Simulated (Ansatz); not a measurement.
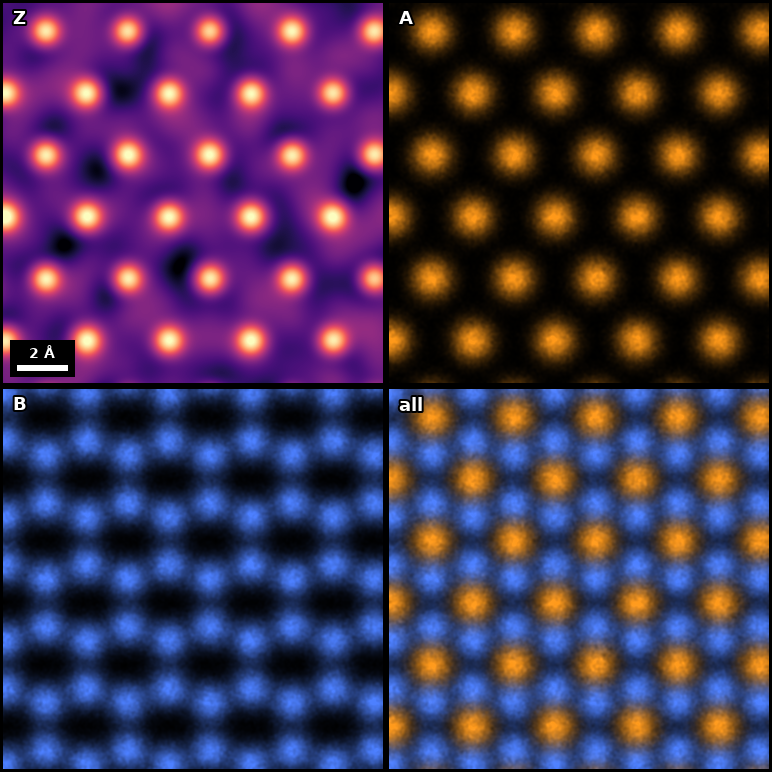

HfO2 (P4_2/mnm, No. 136) along [100]. Panel Z: The image is simulated as a sum over atoms of Z^1.7, blurred by a 0.90 Å probe (no channelling). The probe carries 15 % of its weight in a tail 2.5 times as wide. The display is stretched by a gamma of 0.65; percentages refer to the linear signal. The speckle of an amorphous layer was added. The other panels are simulated element maps (the number of atoms of one element along the beam, blurred by 1.2 Å, with counting noise; each on its own scale, no channelling); the last overlays them. Structure: coordinates from a relaxation with Ansatz 0.2.0, DFT PBE, scalar-relativistic, plane waves, PAW; the starting structure was generated, so it need not be a known form of this composition.

```
CELL_PARAMETERS angstrom
4.88053 0.00000 0.00000
0.00000 4.88053 0.00000
0.00000 0.00000 3.23790
ATOMIC_POSITIONS crystal
Hf 0.50000 0.50000 0.00000
Hf 0.00000 0.00000 0.50000
O 0.69479 0.69479 0.50000
O 0.80521 0.19479 0.00000
O 0.19479 0.80521 0.00000
O 0.30521 0.30521 0.50000
```

> Which element does each lettered map show?

A: Hf, B: O. The projected cell (3.24 × 4.88 Å, 90°) holds 6 columns: 4 of O and 2 of Hf. No column is shared by two of the mapped elements.
